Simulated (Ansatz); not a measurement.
Geometry relaxation of Ti3O4 (part 1 of 2)

System: Ti3O4 (7 atoms in the cell).
Method: DFT PBEsol, scalar-relativistic, plane waves, PAW, no spin polarisation (Ansatz 0.2.0).

The structure derives from a Materials Project entry. It belongs to a series of runs on one base structure; here: volume × 1.03, shape and atoms relaxed.

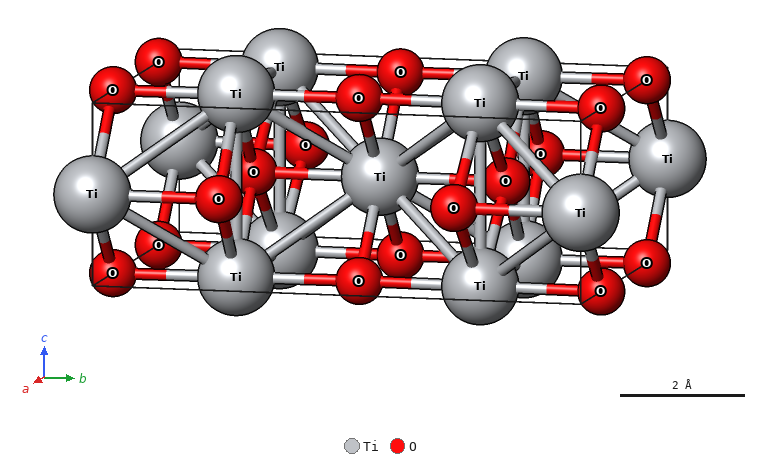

**Figure 1.** The starting structure (ball-and-stick view of the cell 2 times as large as that of the calculation, set on its symmetry axes, seen slightly off an axis). An atom can appear more than once, as a periodic image. Near neighbours in the periodic cell (some may lie outside the picture): Ti has 6 O at 2.05 to 2.11 Å and 10 Ti at 2.92 to 3.00 Å; Ti has 6 O at 2.04 to 2.10 Å and 8 Ti at 2.92 to 3.00 Å; O has 4 Ti at 2.04 to 2.05 Å; O has 5 Ti at 2.10 to 2.11 Å.

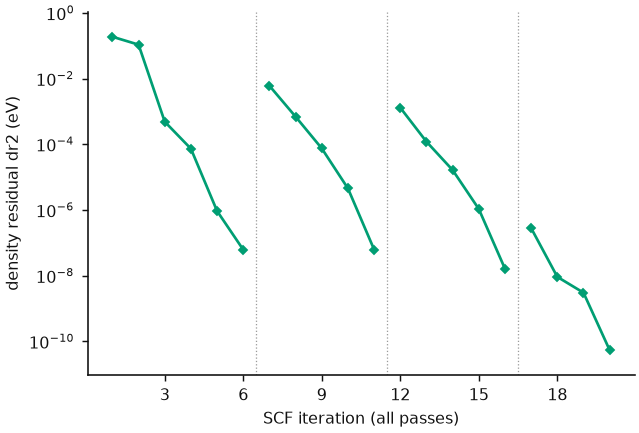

**Figure 2.** Convergence of the self-consistent field: density residual dr2 against the SCF iteration. The dotted lines part the SCF passes of the relaxation: geometry steps, rejected trials and re-solves on a re-selected basis. The passes take 6, 5, 5 and 4 iterations.

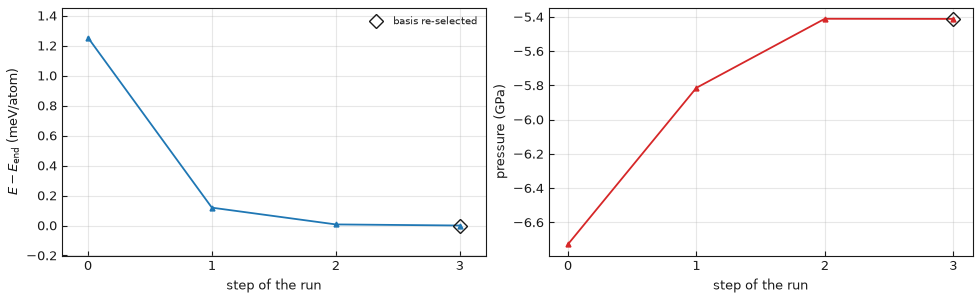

**Figure 3.** Progress of the relaxation, step by step (the first geometry is step 0 here and step 1 in the log).

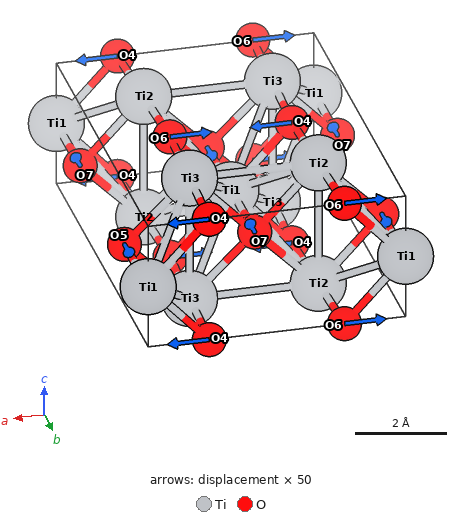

**Figure 4.** The starting structure with the displacements (without the part carried along by the change of the cell) as blue arrows, magnified 50 times (ball-and-stick view of the cell 2 times as large as that of the calculation, set on its symmetry axes, seen at an oblique angle). The largest moves relative to the cell, 0.020 Å, are those of O4 and O6. Ti stays in place. The drawn cell changes at constant volume: a 5.883 → 5.903 Å (+0.3 %), b 8.141 → 8.133 Å (−0.1 %), c 2.998 → 2.991 Å (−0.2 %). Distances before and after: Ti1–O5 2.107 → 2.093 Å, Ti1–O4 2.048 → 2.035 Å, Ti2–Ti3 2.942 → 2.951 Å, Ti1–Ti1 2.998 → 2.991 Å. The space group stays Cmmm (No. 65). After 2 geometry steps the energy has fallen by 1.2 meV per atom. Largest force component: 0.29 eV/Å at the start, 0.001 eV/Å at the end. Pressure: −6.73 GPa at the start and −5.41 GPa at the end. A last SCF at the same geometry on a re-selected plane-wave basis shifts the energy by next to nothing (0.0 meV per atom). (Atoms are counted from 1 in the order of the input.)

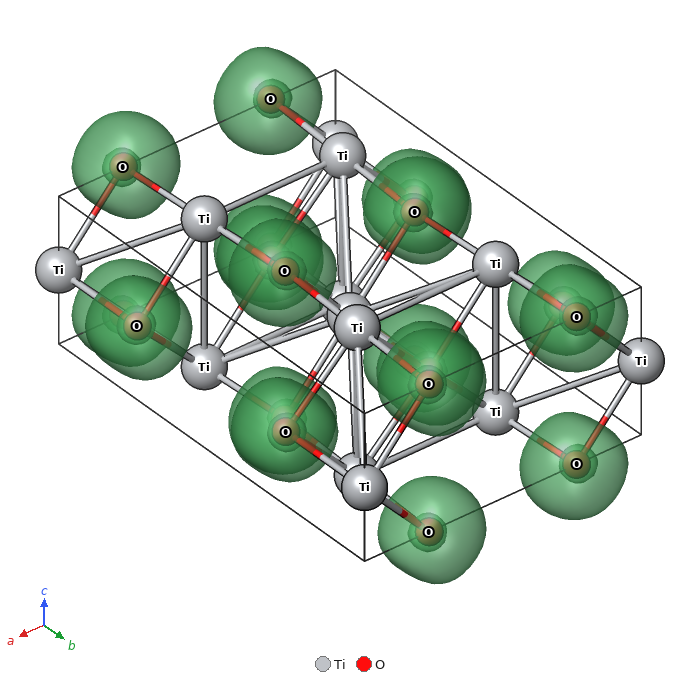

**Figure 5.** Isosurface of the electron localisation function at 0.65 (green), seen at an oblique angle. Only the valence region is drawn (cores and ρ < 0.01 e/Å³ removed). Sticks mark near contacts. The outline is the cell set on symmetry axes. Along the contacts the grid gives the following. Ti–O (2.04 Å): the ELF is about 0.15 at the midpoint; a polar contact without a shared pair, in a metal. Ti–Ti (2.92 Å): the ELF is about 0.15 at the midpoint (no localised pair between them). Core electrons are frozen (PAW), so the fields are smoothed inside the atomic spheres.

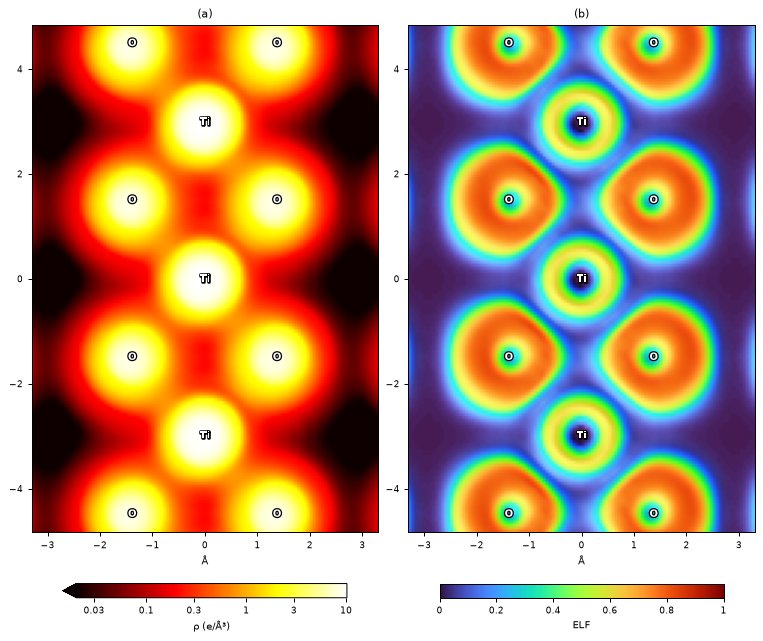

**Figure 6.** (a) valence charge density (pseudo); (b) ELF on the (010) plane of the conventional cell. Atoms in the plane: Ti and O. Ti–O (2.04 Å): ρ is about 0.57 e/Å³ halfway; the ELF is about 0.15 at the midpoint; a polar contact without a shared pair, in a metal. Ti–Ti (2.99 Å): ρ at the midpoint is about 0.2 e/Å³; the ELF is about 0.10 at the midpoint; no shared electron pair. Away from the nuclei the density in this plane falls to 0.01 e/Å³ at its lowest. The strong features right at Ti lie inside the PAW spheres (semicore, d or f shells) and say nothing about bonding.

These pictures come from the run below.

Input:
```yaml
crystal:
  lattice:
    - [2.9416578693, -4.0702611119, 0.0]
    - [2.9416578693, 4.0702611119, 0.0]
    - [0.0, 0.0, 2.9984256002]
  atoms:
    - { symbol: Ti, position: [0.0, 0.0, 0.5] }
    - { symbol: Ti, position: [0.5, 0.0, 0.0] }
    - { symbol: Ti, position: [0.0, 0.5, 0.0] }
    - { symbol: O, position: [0.7627833111, 0.7627833111, 0.0] }
    - { symbol: O, position: [0.2588765549, 0.7411234451, 0.5] }
    - { symbol: O, position: [0.2372166889, 0.2372166889, 0.0] }
    - { symbol: O, position: [0.7411234451, 0.2588765549, 0.5] }
basis:
  ecutwfc: 420
kpoints:
  mp_grid: { grid: [8, 8, 12] }
hamiltonian:
  xc: pbesol
scf:
  occupations: { method: gaussian, width: 0.1 }
output:
  forces: true
  stress: true
  eigenvalues: true
  write_density: true
  write_potential: true
  elf: true
  volumetric_format: npy
relax:
  adjacent_minimum: "off"
  f_tol: 0.01
  max_steps: 30
  cell: { stress_tol: 0.1, fix: [volume] }
```

Command:
```bash
ansatz run input.yaml --threads 2 --pin off --max-ram 5120MiB --backend cpu --events-out ev --progress --plain --runs-dir out
```

Log:
```
Engine: ansatz 0.2.0, x86_64-unknown-linux-gnu
Pseudopotentials: kind: paw
Pseudopotential: Ti, paw, valence charge 12, recommended cutoff 420 eV (normal), Ti.paw.azcp
Pseudopotential: O, paw, valence charge 6, recommended cutoff 420 eV (normal), O.paw.azcp
Functional definition: PBEsol
  exchange = pbesol_x
  correlation = pbesol_c
Crystal: 7 atoms, lattice volume = 71.802 Å³
Basis set: ecut = 420 eV, 1379 PW (Γ), exchange–correlation on 72×72×48 points (8 copies of the dense FFT grid, shifted against one another)
Bands: 37, of which v1, the nominal top of the filled ones, is band 30 counted from 1 (29 counted from 0)
Symmetry: 8 space group operations
Space group: Cmmm (ITA 65), of the structure as read, at distance tolerance 4.2e-5 Å
k-points: 147 of 768
Non-local potential: Ti, projectors of the file, l = 0: 3, l = 1: 2, l = 2: 3, l = 3: 1
Non-local potential: O, projectors of the file, l = 0: 2, l = 1: 2, l = 2: 1
PAW form: soft (Blöchl's): semilocal exchange-correlation on the pseudo side does not see the compensation charge
PAW frozen core: Ti, regenerated for the run's functional, and the local potential with it (the file was generated under x = pbe(κ = 0.804, μ = 0.2195149727645171), c = pbe(β = 0.06672455060314922))
PAW frozen core: O, regenerated for the run's functional, and the local potential with it (the file was generated under x = pbe(κ = 0.804, μ = 0.2195149727645171), c = pbe(β = 0.06672455060314922))
PAW one-centre angular grid: Ti, 590 points (default); XC on 64 Gauss nodes
PAW one-centre angular grid: O, 110 points (default); XC on 64 Gauss nodes
Initial density: superposition of atomic densities (neutral atoms: chi_scale 0, normalization atom), corrected by the library's trained network
Initial wavefunctions: pseudopotential atomic-orbital guess
Functional: x = pbesol(κ = 0.804, μ = 0.12345679012345678), c = pbesol(β = 0.046)
SCF iter   1: F=—  HF=-9674.985657 eV  |F-HF|=—  |Δ(HF+E_count)|=         —  Δρ=1.83e-2  dr2=1.88e-1  ethr=1.77e-3  ⟨swp⟩=5.1  Hψ=21135  notcnv=0
preconditioner: auto → LDOS  [metal: Δε(μ)=0.002 eV  Ē_g=9.883 eV  σ=0.100 eV  W_gap=0.01  n_scr=30 (ndim 8)  ℏωp=26.3 eV  f_vac=0.042  D(μ)=3.26/eV (n_scr^D=30)  β→1.0]
SCF iter   2: F=—  HF=-9674.966571 eV  |F-HF|=—  |Δ(HF+E_count)|=   1.91e-2  Δρ=1.54e-2  dr2=1.08e-1  ethr=3.13e-4  ⟨swp⟩=3.0  Hψ=13962  notcnv=0  defer=241
SCF iter   3: F=—  HF=-9674.934886 eV  |F-HF|=—  |Δ(HF+E_count)|=   3.17e-2  Δρ=1.00e-3  dr2=4.87e-4  ethr=1.80e-4  ⟨swp⟩=2.0  Hψ=8634  notcnv=0  defer=241
SCF iter   4: F=—  HF=-9674.934919 eV  |F-HF|=—  |Δ(HF+E_count)|=   3.34e-5  Δρ=3.78e-4  dr2=7.33e-5  ethr=8.11e-7  ⟨swp⟩=2.4  Hψ=10092  notcnv=0  defer=241
SCF iter   5: F=—  HF=-9674.934901 eV  |F-HF|=—  |Δ(HF+E_count)|=   1.77e-5  Δρ=4.65e-5  dr2=9.28e-7  ethr=1.22e-7  ⟨swp⟩=2.1  Hψ=7995  notcnv=0  defer=241
SCF iter   6: F=-9674.934902 eV  HF=-9674.934902 eV  |F-HF|=1.16e-8  |Δ(HF+E_count)|=   7.29e-7  Δρ=1.29e-5  dr2=6.16e-8  ethr=1.67e-10  ⟨swp⟩=15.1  Hψ=42006  notcnv=0
SCF 1 converged in 6 iterations: F = -9674.934902 eV  dr2 = 6.16e-8
  greatest PAW one-centre occupation: 0.999 electrons in one spin orbital (limit 2), on the Ti atom at site 0 (counted from 0), in its partial waves of l = 0
relax step   1: F+E_penalty+E_count = -9674.93490219 eV  Δ(F+E_penalty+E_count) = +0.000e0 eV  max|allowed force component| = 2.872e-1 eV/Å  Δτ_max = 0.0000 Å  P = -6.728 GPa  Ω = 71.802 Å³  fix = [volume]  reactions: volume -6.728 GPa  (6 SCF iters, dr2 threshold 1.00e-7 eV, accepted)
Basis set: ecut = 420 eV, 1395 PW (Γ), exchange–correlation on 72×72×48 points (8 copies of the dense FFT grid, shifted against one another)
Initial density: handed on by an earlier stage of this run
Initial wavefunctions: those handed on with the density
iter 1 solved again at ethr=9.81e-6 eV; its pass at ethr=3.10e-3 eV (dr2=5.88e-3 eV) is discarded
SCF iter   1: F=—  HF=-9674.943473 eV  |F-HF|=—  |Δ(HF+E_count)|=         —  Δρ=2.47e-3  dr2=6.04e-3  ethr=9.81e-6  ⟨swp⟩=2.2  Hψ=24652  notcnv=0
preconditioner: auto → LDOS  [metal: Δε(μ)=0.008 eV  Ē_g=9.972 eV  σ=0.100 eV  W_gap=0.05  n_scr=30 (ndim 8)  ℏωp=26.3 eV  f_vac=0.041  D(μ)=3.24/eV (n_scr^D=30)  β→1.0]
SCF iter   2: F=—  HF=-9674.943020 eV  |F-HF|=—  |Δ(HF+E_count)|=   4.53e-4  Δρ=1.18e-3  dr2=6.92e-4  ethr=9.81e-6  ⟨swp⟩=2.0  Hψ=7610  notcnv=0
SCF iter   3: F=—  HF=-9674.942861 eV  |F-HF|=—  |Δ(HF+E_count)|=   1.59e-4  Δρ=3.55e-4  dr2=7.49e-5  ethr=1.15e-6  ⟨swp⟩=2.0  Hψ=7933  notcnv=0
SCF iter   4: F=—  HF=-9674.942847 eV  |F-HF|=—  |Δ(HF+E_count)|=   1.41e-5  Δρ=6.59e-5  dr2=4.53e-6  ethr=1.25e-7  ⟨swp⟩=2.0  Hψ=7597  notcnv=0
SCF iter   5: F=-9674.942846 eV  HF=-9674.942846 eV  |F-HF|=3.81e-8  |Δ(HF+E_count)|=   5.23e-7  Δρ=9.65e-6  dr2=6.23e-8  ethr=1.17e-9  ⟨swp⟩=12.9  Hψ=42476  notcnv=0
SCF 2 converged in 5 iterations: F = -9674.942846 eV  dr2 = 6.23e-8
  Residual-converged pass: ⟨swp⟩=1.0  Hψ=6027  notcnv=0  max |occ|·‖R‖ = 7.1e-9 eV (tolerance 1.0e-8 eV)  dr2=6.23e-8  dr2_onsite=5.33e-9  max |Δocc| = 1.5e-9
relax step   2: F+E_penalty+E_count = -9674.94284631 eV  Δ(F+E_penalty+E_count) = -7.944e-3 eV  max|allowed force component| = 8.647e-2 eV/Å  Δτ_max = 0.0140 Å  P = -5.814 GPa  Ω = 71.802 Å³  energy of the carried Pulay correction = +1.041e-16 eV  fix = [volume]  reactions: volume -5.814 GPa  (5 SCF iters, dr2 threshold 7.00e-7 eV, accepted)
Basis set: ecut = 420 eV, 1393 PW (Γ), exchange–correlation on 72×72×48 points (8 copies of the dense FFT grid, shifted against one another)
iter 1 solved again at ethr=2.11e-6 eV; its pass at ethr=3.10e-3 eV (dr2=1.26e-3 eV) is discarded
```
